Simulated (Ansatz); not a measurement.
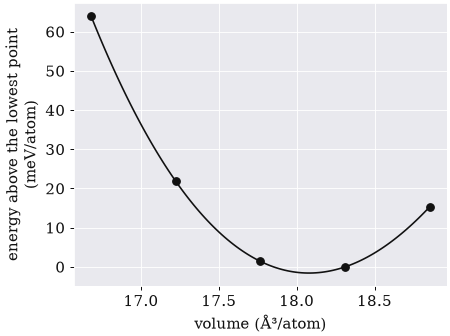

Plotted: energy above the lowest point against volume for Nb, space group Im-3m (No. 229) (one of a set of cubic test structures, which need not be the stable phase).

How it was computed, with Ansatz 0.2.0 development build: equation of state of a cubic crystal from periodic Kohn-Sham density functional theory without spin, third-order Birch-Murnaghan fit to the free energies; pressure corrected for the finite basis. Level: r2SCAN.

structure type bcc; atoms in cell 1; space group number 229; lattice centring body-centred primitive; k mesh 14×14×14; occupation method Fermi–Dirac; occupation width 0.1 eV; wave cutoff 500 eV; datasets soft-1 PAW; density tolerance 1e−07 eV; bands 11; density cutoff ratio 4; search for lower states default.

From this curve and the settings, what does the calculation give for the pressure at the same points?

The pressure falls from 15.9 GPa at volume 16.68 Å³/atom to −6.8 GPa at 18.85 Å³/atom, and changes sign near 18.09 Å³/atom.

| volume (Å³/atom) | pressure (GPa) |
| --- | --- |
| 16.68 | 15.9 |
| 17.22 | 9.1 |
| 17.77 | 3.1 |
| 18.31 | −2.2 |
| 18.85 | −6.8 |

Limits of the calculation: modest k-mesh, values are not fully converged in k.
